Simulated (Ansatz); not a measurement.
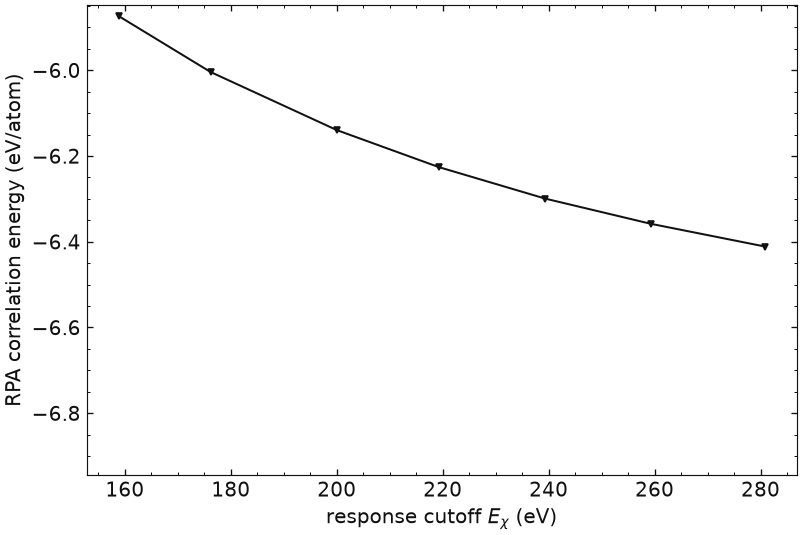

RPA correlation energy at response cutoffs from 159 to 281 eV.
- system: BN (F-43m, 2 atoms in the cell)
- method: RPA correlation and exact exchange on PBE orbitals, JTH PAW set (Ansatz); cutoff 700 eV, 69 empty bands, 4×4×4 k-mesh

Extrapolate to the basis limit.

Answer. About −6.81 eV per atom by a fit through all points (−6.83 from the last two alone), at the number of bands used. The largest cutoff gives −6.41, so about 390 meV per atom (5.8 %) is still missing. The error falls as the cutoff to the power −3/2.
